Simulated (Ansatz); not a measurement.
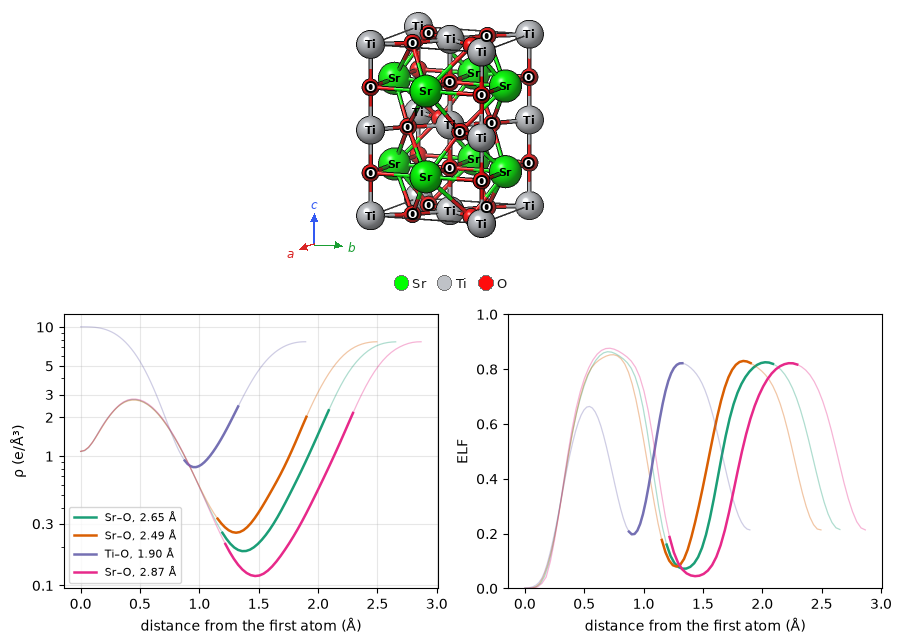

The picture shows: SrTiO$_{3}$. Valence charge density (pseudo) and ELF along straight lines between neighbouring atoms. Thin, pale parts lie inside the atomic spheres. The structure is drawn too.

Space group I4/mcm; computed pressure about 20 GPa in this cell; computed without spin polarisation.

Level of theory: DFT PBEsol, scalar-relativistic, plane waves, PAW (Ansatz).

Core electrons are frozen (PAW), and the valence fields are smoothed inside the atomic spheres.

```cif
data_structure
_symmetry_space_group_name_H-M 'P 1'
_symmetry_Int_Tables_number 1
_cell_length_a 5.3076
_cell_length_b 5.3076
_cell_length_c 7.6219
_cell_angle_alpha 90.000
_cell_angle_beta 90.000
_cell_angle_gamma 90.000
_cell_volume 214.71
loop_
_atom_site_label
_atom_site_type_symbol
_atom_site_fract_x
_atom_site_fract_y
_atom_site_fract_z
_atom_site_occupancy
Sr1 Sr 0.00000 0.50000 0.25000 1
Sr2 Sr 0.50000 0.00000 0.75000 1
Sr3 Sr 0.50000 0.00000 0.25000 1
Sr4 Sr 0.00000 0.50000 0.75000 1
Ti1 Ti 0.00000 0.00000 0.00000 1
Ti2 Ti 0.50000 0.50000 0.50000 1
Ti3 Ti 0.00000 0.00000 0.50000 1
Ti4 Ti 0.50000 0.50000 0.00000 1
O1 O 0.00000 0.00000 0.25000 1
O2 O 0.50000 0.50000 0.75000 1
O3 O 0.00000 0.00000 0.75000 1
O4 O 0.50000 0.50000 0.25000 1
O5 O 0.21445 0.71445 0.00000 1
O6 O 0.71445 0.21445 0.50000 1
O7 O 0.28555 0.21445 0.00000 1
O8 O 0.78555 0.71445 0.50000 1
O9 O 0.78555 0.28555 0.00000 1
O10 O 0.28555 0.78555 0.50000 1
O11 O 0.21445 0.28555 0.50000 1
O12 O 0.71445 0.78555 0.00000 1
```

What can be read from the curves?

Sr–O (2.65 Å): the density is about 0.19 e/Å³ at the midpoint; the ELF is about 0.05 at the midpoint; an ionic contact with no shared pair.
Sr–O (2.49 Å): ρ is about 0.27 e/Å³ halfway; the ELF peaks at about 0.85 in the valence shell of O, 0.7 Å from its nucleus, and drops to about 0.10 between the two atoms (an ionic contact with no shared pair).
Ti–O (1.90 Å): ρ at the midpoint is about 0.82 e/Å³; the ELF peaks at about 0.80 in the valence shell of O, 0.6 Å from its nucleus, and is about 0.20 at the midpoint; no shared electron pair shows on this line.
Sr–O (2.87 Å): ρ at the midpoint is about 0.12 e/Å³; the ELF is about 0.05 at the midpoint; a largely ionic contact.
